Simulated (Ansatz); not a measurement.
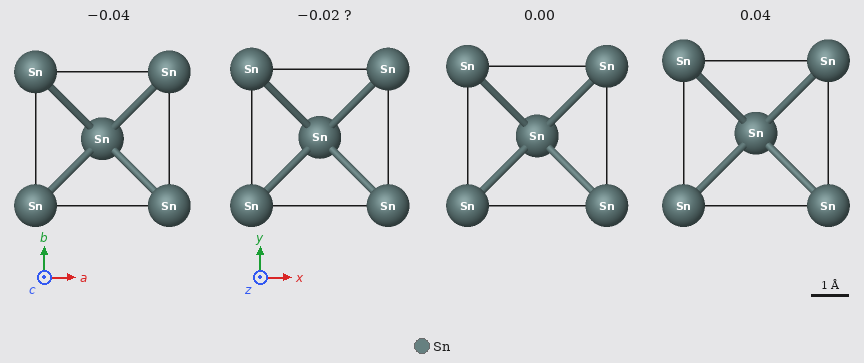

A scan of crystalline Sn (Im-3m): the cell is strained equally along x and y, with the atoms kept at their fractional coordinates. x, y and z are the Cartesian axes of the input. Style: ball-and-stick. Shown: the conventional cell (2 times the calculation's cell), along the c axis. Lengths and directions refer to the drawn axes.

Theory: Ansatz, DFT r2SCAN, scalar-relativistic, plane waves, PAW. Set-up: plane-wave cutoff 500 eV; k-point mesh 22 × 22 × 22; occupations gaussian; smearing width 0.15 eV; no spin polarisation. Energies (free energies at the smearing named) are counted from the relaxed crystal.

```csv
strain,ΔE (meV/atom)
−0.040,27.0
−0.030,13.8
−0.020,?
−0.010,0.7
0.000,0.0
0.010,2.6
0.020,8.2
0.030,16.2
0.040,26.2
```

Q: Fill in the missing row.

A: A straight line between the two neighbours gives 7.2 meV/atom. A cubic through the four nearest rows (−0.040, −0.030, −0.010, 0.000) gives, with Lagrange weights, (−0.1667)(27.0) + (0.6667)(13.8) + (0.6667)(0.7) + (−0.1667)(0.0) = 5.2 meV/atom. The calculation gives 5.2 meV/atom, so the cubic is right to the digits shown and the straight line 2.0 meV/atom too high, as the curve bends upwards here.

The whole profile:

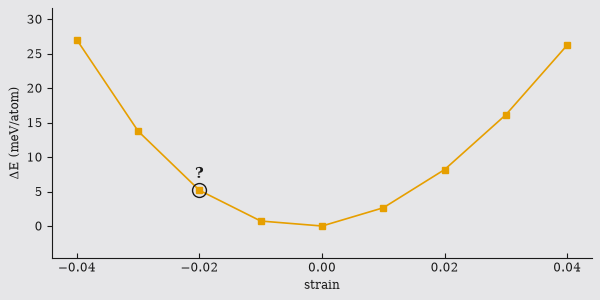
